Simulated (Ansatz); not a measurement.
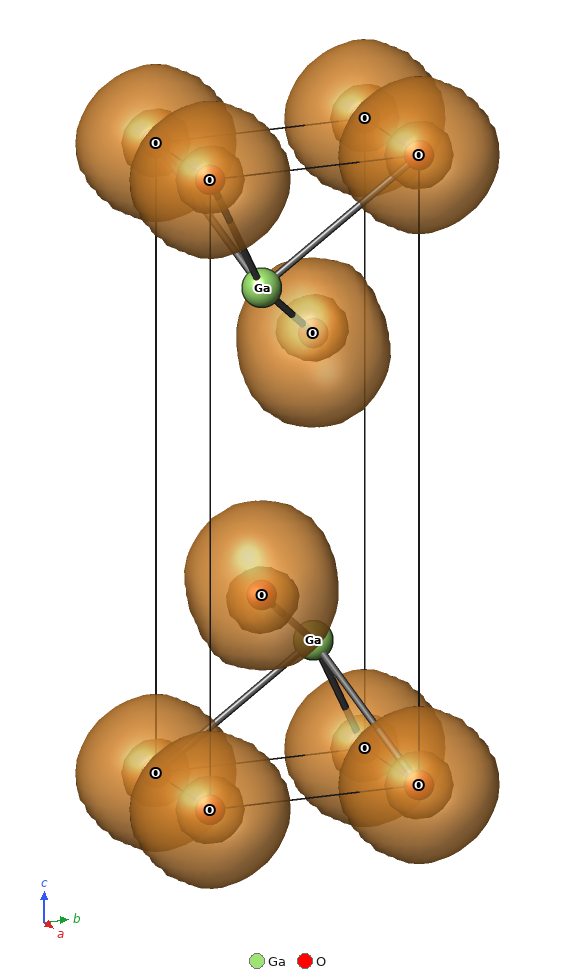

*Ga₂O₃. Isosurface of the electron localisation function at 0.7 (orange), seen slightly off an axis. Only the valence region is drawn (cores and ρ < 0.01 e/Å³ removed). Sticks mark near contacts.*

Space group P-3m1; started from the A-type La2O3 prototype, which need not be the ambient phase.

The calculation used Ansatz 0.2.0, DFT, dielectric-dependent PBE0 (fraction 1/eps_inf of PBE), plane waves, PAW.

Core electrons are frozen (PAW), and the valence fields are smoothed inside the atomic spheres.

Q: Where are the electrons localised?

A: The surface consists of three regions wrapped around O (the valence shell of each), counted in one cell of 5 atoms. Regions shared between cells count once. Along the contacts the grid gives the following. Ga–O (1.87 Å): the ELF peaks at about 0.85 in the valence shell of O, 0.6 Å from its nucleus, and is about 0.40 at the midpoint.
